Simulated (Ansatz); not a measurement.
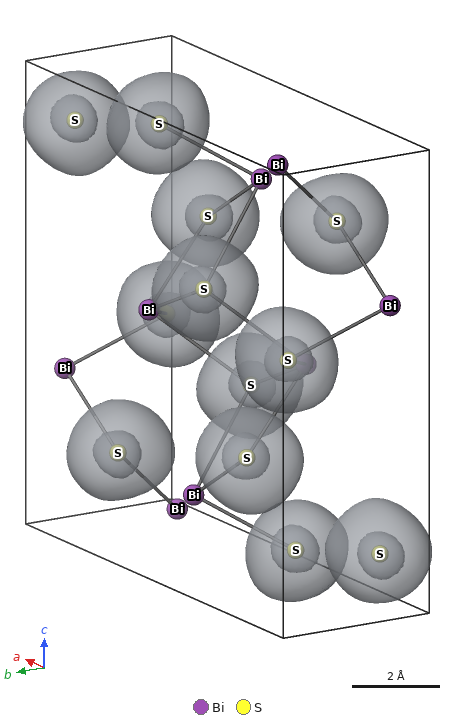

Figure. Bi$_{2}$S$_{3}$. Isosurface of the electron localisation function at 0.7 (grey), seen at an oblique angle. Only the valence region is drawn (cores and ρ < 0.01 e/Å³ removed). Sticks mark near contacts.

Space group Pnma.

These are results of DFT, r2SCAN, plane-wave PAW, default files, scalar-relativistic (Ansatz), not measurements.

Core electrons are frozen (PAW), and the valence fields are smoothed inside the atomic spheres.

The calculation's input:

```
crystal:
  lattice:
    - [11.269, 0.0, 0.0]
    - [0.0, 3.9717, 0.0]
    - [0.0, 0.0, 11.129]
  atoms:
    - { symbol: Bi, position: [0.0103437295, 0.25, 0.6750628712] }
    - { symbol: Bi, position: [0.4896562705, 0.75, 0.1750628712] }
    - { symbol: Bi, position: [0.5103437295, 0.25, 0.8249371288] }
    - { symbol: Bi, position: [0.9896562705, 0.75, 0.3249371288] }
    - { symbol: Bi, position: [0.3367732289, 0.25, 0.4680148528] }
    - { symbol: Bi, position: [0.1632267711, 0.75, 0.9680148528] }
    - { symbol: Bi, position: [0.8367732289, 0.25, 0.0319851472] }
    - { symbol: Bi, position: [0.6632267711, 0.75, 0.5319851472] }
    - { symbol: S, position: [0.0500051045, 0.25, 0.1293452092] }
    - { symbol: S, position: [0.4499948955, 0.75, 0.6293452092] }
    - { symbol: S, position: [0.5500051045, 0.25, 0.3706547908] }
    - { symbol: S, position: [0.9499948955, 0.75, 0.8706547908] }
    - { symbol: S, position: [0.3774065098, 0.25, 0.0564080098] }
    - { symbol: S, position: [0.1225934902, 0.75, 0.5564080098] }
    - { symbol: S, position: [0.8774065098, 0.25, 0.4435919902] }
    - { symbol: S, position: [0.6225934902, 0.75, 0.9435919902] }
    - { symbol: S, position: [0.2165072836, 0.25, 0.80639182] }
    - { symbol: S, position: [0.2834927164, 0.75, 0.30639182] }
    - { symbol: S, position: [0.7165072836, 0.25, 0.69360818] }
    - { symbol: S, position: [0.7834927164, 0.75, 0.19360818] }
kpoints:
  mp_grid: { grid: [3, 7, 3] }
scf:
  occupations: { method: fermi_dirac, width: 0.02 }
hamiltonian:
  xc: r2scan
  pseudopotentials: { kind: paw }
output:
  forces: true
  stress: true
  populations: true
  efg:
    quadrupole_moments_barn: { Bi: -0.516, S: -0.0694 }
    contact_densities: true
  write_density: true
  write_potential: true
  elf: true
  volumetric_format: npy
```

Command:

```sh
ansatz run input.yaml --threads 2 --pin off --max-ram 5120MiB --backend cpu --events-out ev --progress --plain --runs-dir out
```

Below, planes, directions and counts refer to the conventional cell (a = 11.27 Å, b = 3.97 Å, c = 11.13 Å, α = 90.00°, β = 90.00°, γ = 90.00°).

Where are the electrons localised?

The surface consists of twelve regions wrapped around S (the valence shell of each), counted in one cell of 20 atoms. Regions shared between cells count once. Along the contacts the grid gives the following. Bi–S (2.64 Å): the ELF peaks at about 0.85 in the valence shell of S, 0.9 Å from its nucleus, and is about 0.50 at the midpoint. Bi–S (2.70 Å): the ELF peaks at about 0.85 in the valence shell of S, 0.8 Å from its nucleus, and drops to about 0.30 between the two atoms.
